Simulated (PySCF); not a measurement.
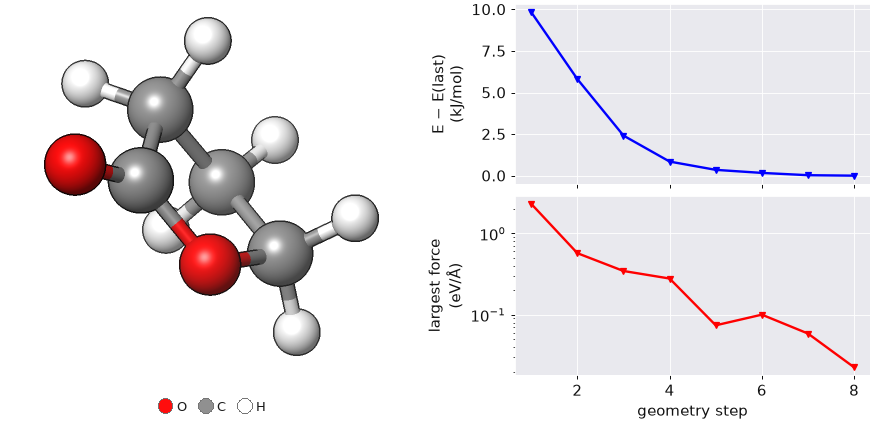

Beside the plot: the molecule at the start.

History of a geometry optimisation.

The run: gamma-butyrolactone (SMILES O=C1CCCO1), by PBE0-D3(BJ)/def2-SVP, geometry optimisation (PySCF).

How did the optimisation end?

Answer. The optimisation met its thresholds at geometry 8, counting the start as the first. The energy fell by about 9.8 kJ/mol from the first step to the last. The largest force goes from about 2.3 eV/Å at the start to 0.023 eV/Å at the end.
